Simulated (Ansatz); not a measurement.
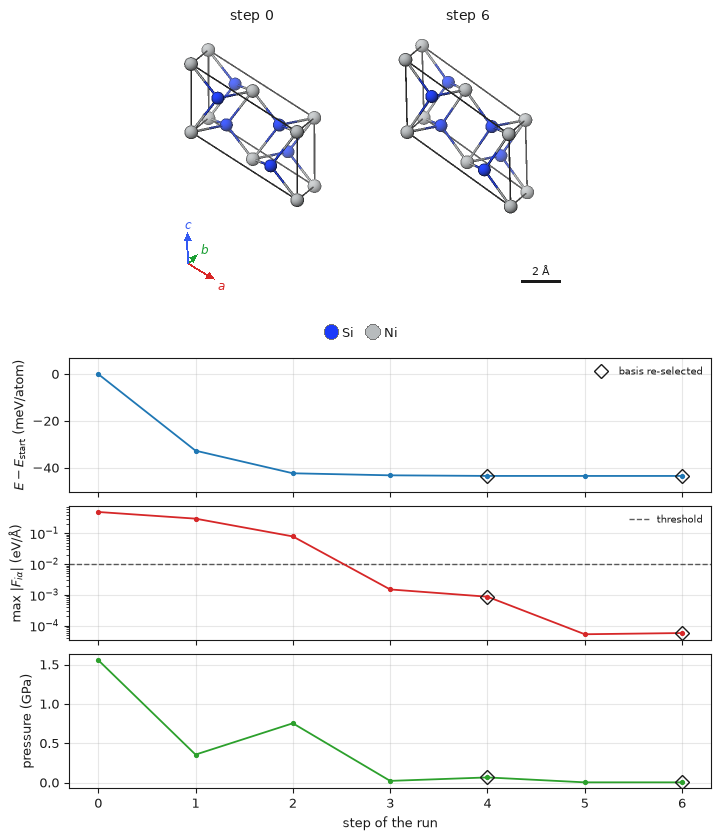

First and last geometry of a relaxation of a crystal of Si2Ni (set up in P1), with the history of the run. Style: ball-and-stick. Shown: the larger cell on standard axes (2 times the calculation's cell), slightly off an axis.

Case: cell sheared at random, sigma 0.03, atoms nudged by 0.01 Å; relaxed back.

The calculation used Ansatz 0.2.0, DFT PBE, scalar-relativistic, plane waves, PAW.

The input:
```yaml
crystal:
  lattice:
    - [-0.0861321723, 2.5839449661, 2.5555398353]
    - [2.7787320976, -0.1296141844, 2.5990218474]
    - [2.8026384358, 2.6513333163, -0.1535205225]
  atoms:
    - { symbol: Si, position: [0.2527574695, 0.2505029946, 0.2500259575] }
    - { symbol: Si, position: [0.7486843823, 0.7499713683, 0.7482142218] }
    - { symbol: Ni, position: [-0.0014418518, -0.0004743628, 0.0017598207] }
basis:
  ecutwfc: 420
kpoints:
  mp_grid: { grid: [10, 10, 10] }
hamiltonian:
  xc: pbe
scf:
  occupations: { method: gaussian, width: 0.15 }
output:
  forces: true
  stress: true
  eigenvalues: true
  write_density: true
  write_potential: true
  elf: true
  volumetric_format: npy
relax:
  adjacent_minimum: "off"
  f_tol: 0.01
  max_steps: 80
  cell: { stress_tol: 0.1 }
```

Command:
```bash
ansatz run input.yaml --threads 1 --pin off --max-ram 2560MiB --backend cpu --events-out ev --progress --plain --runs-dir out
```

What do the curves and the structures tell?

It converged. The energy falls by 43.5 meV per atom in 4 accepted moves (6 points after the start). The largest force component goes from 0.49 to under 0.0001 eV/Å. The pressure goes from 1.56 to 0.00 GPa. At 2 points the geometry stayed and the basis and grid were re-selected for the new cell (energy shift of 0.3 meV per atom at most each time). The atom that moves furthest relative to the cell is Si1 (0.012 Å roughly along −c). By element the largest moves are Si 0.012 Å, Ni 0.006 Å. Cell: a 6.595 → 6.669 Å (+1.1 %), b 3.913 → 3.850 Å (−1.6 %), c 3.635 → 3.850 Å (+5.9 %), α 90.6° → 90.0°, β 120.8° → 125.3°, γ 89.1° → 90.0°. Volume +0.2 %. Among the contacts that change: Si1–Ni3 2.263 → 2.358 Å, Si1–Ni3 (another image) 2.435 → 2.358 Å, Si2–Ni3 2.418 → 2.358 Å, Si1–Ni3 (another image) 2.400 → 2.358 Å. Among the angles between lasting bonds that change: Ni3–Si1–Ni3 104.2° → 109.5°, Ni3–Si1–Ni3 112.6° → 109.5°, Ni3–Si1–Ni3 112.0° → 109.5°. Within 0.06 Å the space group is C2/m at the start and Fm-3m at the end; at a tighter tolerance small leftover displacements or strains of the cell lower it. Cost: 6.6 min on 1 thread of Intel(R) Xeon(R) Platinum 8259CL CPU @ 2.50GHz (Skylake/Cascade Lake), on a shared host, peak memory 0.73 GiB.
